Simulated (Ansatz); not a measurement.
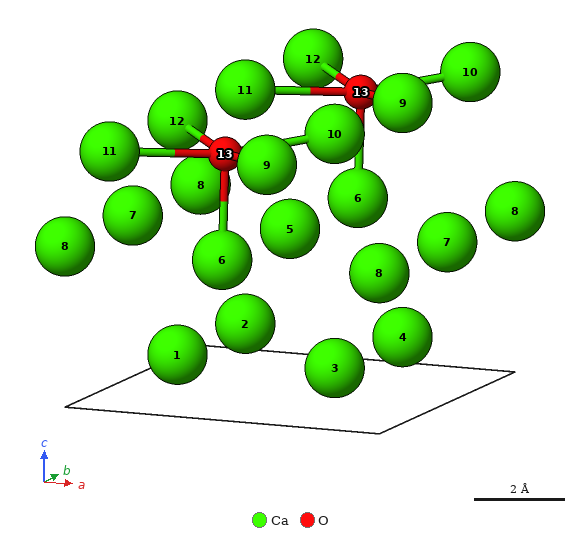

A slab of composition Ca12O (cut from the Fm-3m phase), before the constrained relaxation. The picture is a ball-and-stick view of the cell of the calculation, outlined in the plane, without the vacuum, seen slightly off an axis.

Case: O put near a hollow Ca-Ca site. The slab is the (1 0 0) face of Ca with O on it. 4 atoms are held fixed.

Computed with DFT PBE+D3(BJ), scalar-relativistic, plane waves, PAW (Ansatz).

Input
```yaml
crystal:
  lattice:
    - [7.6870051148, 0.0, 0.0]
    - [0.0, 7.6870051148, 0.0]
    - [0.0, 0.0, 24.4355334437]
  atoms:
    - { symbol: Ca, position: [0.25, 0.25, 0.3478540798] }
    - { symbol: Ca, position: [0.25, 0.75, 0.3478540798] }
    - { symbol: Ca, position: [0.75, 0.25, 0.3478540798] }
    - { symbol: Ca, position: [0.75, 0.75, 0.3478540798] }
    - { symbol: Ca, position: [0.5, 0.5, 0.4575497824] }
    - { symbol: Ca, position: [0.5, 0.0, 0.4575497824] }
    - { symbol: Ca, position: [0.0, 0.5, 0.4575497824] }
    - { symbol: Ca, position: [0.0, 0.0, 0.4575497824] }
    - { symbol: Ca, position: [0.75, 0.75, 0.5672782182] }
    - { symbol: Ca, position: [0.75, 0.25, 0.5672782182] }
    - { symbol: Ca, position: [0.25, 0.75, 0.5672782182] }
    - { symbol: Ca, position: [0.25, 0.25, 0.5672782182] }
    - { symbol: O, position: [0.5078053805, 1.0045531386, 0.5566379758] }
basis:
  ecutwfc: 420
kpoints:
  mp_grid: { grid: [4, 4, 1] }
hamiltonian:
  xc: pbe
  dispersion: d3bj
scf:
  occupations: { method: gaussian, width: 0.1 }
output:
  forces: true
  eigenvalues: true
  write_density: true
  write_potential: true
  elf: true
  volumetric_format: npy
relax:
  adjacent_minimum: "off"
  f_tol: 0.02
  max_steps: 70
  constraints: [{ sites: [0, 1, 2, 3] }]
efield:
  axis: 3
  dipole_correction: true
  ramp_width: 0.04
```

Command:
```bash
ansatz run input.yaml --threads 4 --pin off --max-ram 10240MiB --backend cpu --events-out ev --progress --plain --runs-dir out
```

**Predict the outcome.**

The largest moves, 0.29 Å, are those of Ca9, Ca10, Ca11 and Ca12. Ca11 goes at 75° to the normal (−c side). By element the largest moves are Ca 0.29 Å, O 0.07 Å. The cell stays as it was. Some distances before and after: Ca10–Ca12 3.844 → 3.444 Å, Ca11–O13 2.797 → 2.442 Å, Ca12–O13 2.749 → 2.442 Å, Ca9–O13 2.713 → 2.443 Å. Among the angles between lasting bonds that change: Ca9–O13–Ca12 168.7° → 171.9°, Ca6–O13–Ca10 97.2° → 94.1°. The energy falls by 0.638 eV per cell of the calculation in 4 geometry steps. The largest force component goes from 1 to 0.0028 eV/Å.

Step by step:

```
step  E − E(0), meV/atom  largest force component, eV/Å
   0                0.00                         1.0391
   1              -42.47                         0.2432
   2              -47.20                         0.4109
   3              -49.07                         0.0290
   4              -49.09                         0.0028
```

The end point in the same view:

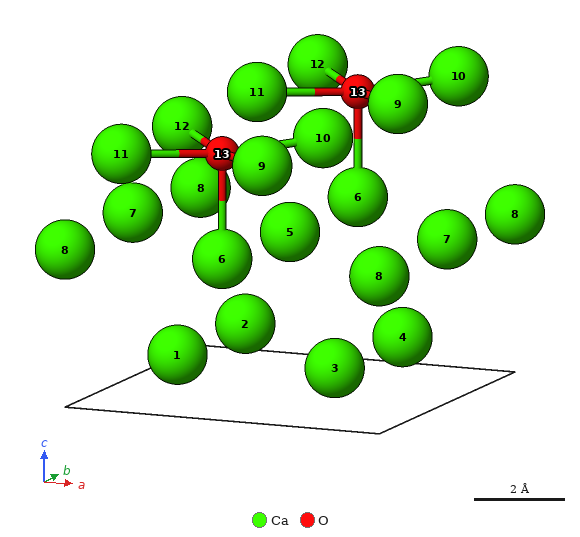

Limits of the set-up: the periodic images lie only 7.7 Å apart, so the values are limited by the cell's size.
